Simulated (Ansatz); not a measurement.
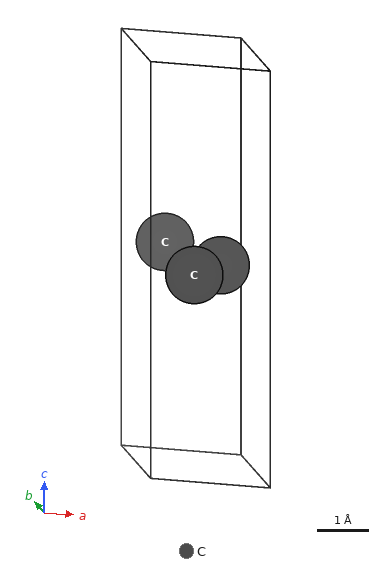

Structure drawing (spheres-only), viewed from the side at a slight tilt. The edges of the simulation cell are marked.

C, a = 2.46 Å, b = 2.46 Å, c = 8.52 Å, α = 90.00°, β = 90.00°, γ = 120.00°.

Electronic-structure method: Ansatz 0.2.0, DFT PBE+D3(BJ), scalar-relativistic, plane waves, PAW. Parameters: a kinetic-energy cutoff of 420 eV, a 30×30×8 mesh of k-points, Gaussian smearing of 0.15 eV, no spin polarisation.

### Does it come out as a metal, or with a gap?

A semiconductor at this level, with a gap of 2.06 eV on the k-mesh (the true edges may lie between mesh points, so the gap can be somewhat smaller).

Origin of the cell: a structure listed in the Materials Project. The cell was then strained or its atoms displaced on purpose. It was run through Ansatz as a DFT input.

At this level of theory the cell isn't at rest (compressed, at 102 GPa and forces up to 90.8 eV/Å), so its distances can differ from those at equilibrium, the more so the softer the solid.
